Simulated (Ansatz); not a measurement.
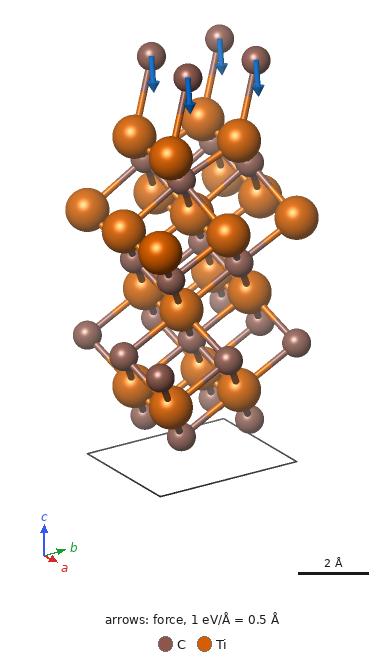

Starting geometry of a slab of composition Ti4C5 (cut from the Fm-3m phase) with the computed forces as blue arrows. Style: ball-and-stick. Shown: the 2 × 2 repeat of the cell, outlined in the plane, without the vacuum, slightly off an axis.

Case: C over the place (0/4, 1/4) of the surface cell, its height relaxed. The slab is the (1 1 1) face of TiC with C on it. 8 atoms are held fixed.

Method: DFT r2SCAN, scalar-relativistic, plane waves, PAW (Ansatz 0.2.0).

Input file:
```yaml
crystal:
  lattice:
    - [3.060358149, 0.0, 0.0]
    - [-1.5301790745, 2.6503479017, 0.0]
    - [0.0, 0.0, 27.7457018777]
  atoms:
    - { symbol: C, position: [0.3333333333, 0.6666666667, 0.3063537566] }
    - { symbol: Ti, position: [0.6666666667, 0.3333333333, 0.3513836495] }
    - { symbol: C, position: [0.0, 0.0, 0.3964135423] }
    - { symbol: Ti, position: [0.3333333333, 0.6666666667, 0.4414434351] }
    - { symbol: C, position: [0.6666666667, 0.3333333333, 0.4864946017] }
    - { symbol: Ti, position: [0.0, 0.0, 0.529576864] }
    - { symbol: C, position: [0.3333333333, 0.6666666667, 0.5792580209] }
    - { symbol: Ti, position: [0.6666666667, 0.3333333333, 0.616351984] }
    - { symbol: C, position: [0.6666666667, 0.5833333333, 0.6970852093] }
basis:
  ecutwfc: 500
kpoints:
  mp_grid: { grid: [12, 12, 1] }
hamiltonian:
  xc: r2scan
scf:
  occupations: { method: gaussian, width: 0.1 }
output:
  forces: true
  eigenvalues: true
  write_density: true
  write_potential: true
  elf: true
  volumetric_format: npy
relax:
  adjacent_minimum: "off"
  f_tol: 0.02
  max_steps: 25
  constraints: [{ sites: [0, 1, 2, 3, 4, 5, 6, 7] }, { site: 8, fix: xy }]
efield:
  axis: 3
  dipole_correction: true
  ramp_width: 0.04
```

Run as
```bash
ansatz run input.yaml --threads 2 --pin off --max-ram 5120MiB --backend cpu --events-out ev --progress --plain --runs-dir out
```

Question: What follows when this structure is relaxed?

Answer: It isn't relaxed: the largest force vector, on C9, is 2.18 eV/Å. The atoms end up moving mostly along the starting forces (cosine between the two patterns 1.00). The largest move is that of C9, 0.46 Å along the normal (−c). Ti stays in place. The lattice vectors keep their values. Among the contacts that change: Ti8–C9 2.367 → 1.941 Å. Among the angles between lasting bonds that change: C7–Ti8–C9 103.6° → 99.6°, C7–Ti8–C9 135.9° → 139.3°. Over 4 accepted moves (5 points after the start) the energy falls by 0.644 eV per cell of the calculation. Largest force component: 2.2 eV/Å at the start, 0.0037 eV/Å at the end. 1 step only repeated the SCF at the same geometry.

Limits of the set-up: the periodic images lie only 3.1 Å apart, so the values are limited by the cell's size.
